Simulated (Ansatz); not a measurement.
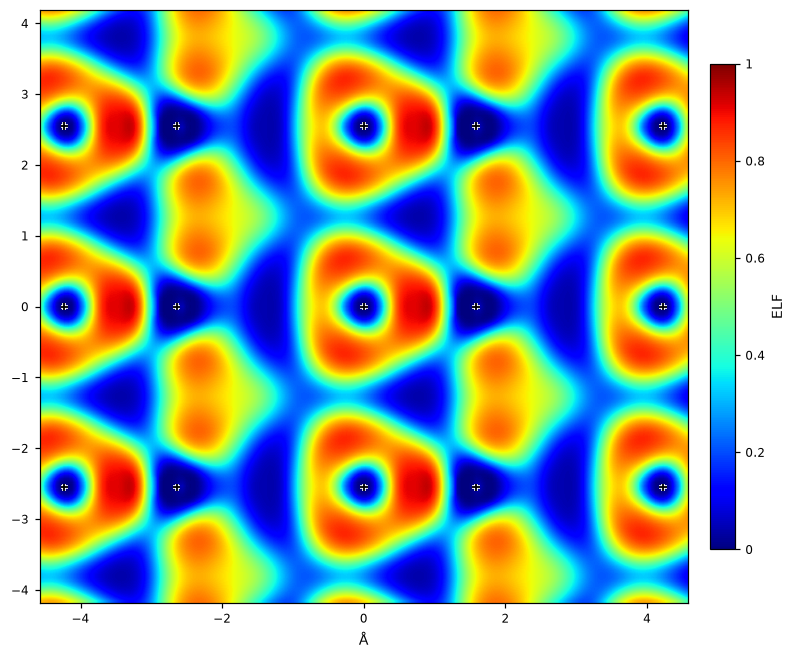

The electron localisation function on a plane through atoms (crosses mark nuclei in the plane).

Computed with Kohn-Sham DFT of a periodic cell, PBE0, Ansatz PAW in Ansatz.

Candidates:
A. SnO₂, a = 4.74 Å, b = 4.74 Å, c = 3.19 Å, α = 90.00°, β = 90.00°, γ = 90.00°. Space group P4₂/mnm.
B. PtSe₂, a = 3.72 Å, b = 3.72 Å, c = 5.06 Å, α = 90.00°, β = 90.00°, γ = 120.00°. Space group P-3m1; computed pressure about 3 GPa in this cell.
C. BN, a = 2.55 Å, b = 2.55 Å, c = 4.23 Å, α = 90.00°, β = 90.00°, γ = 120.00°. Space group P6₃mc; a structure from a database of computed crystals, not necessarily the ambient phase; computed pressure about −9 GPa in this cell.

Which candidate gave the map?

Candidate C: BN on the (11̄0) plane of the conventional cell, which holds N and B. B–N (1.58 Å): the ELF peaks at about 0.95 between the atoms, as expected for a polar covalent bond.
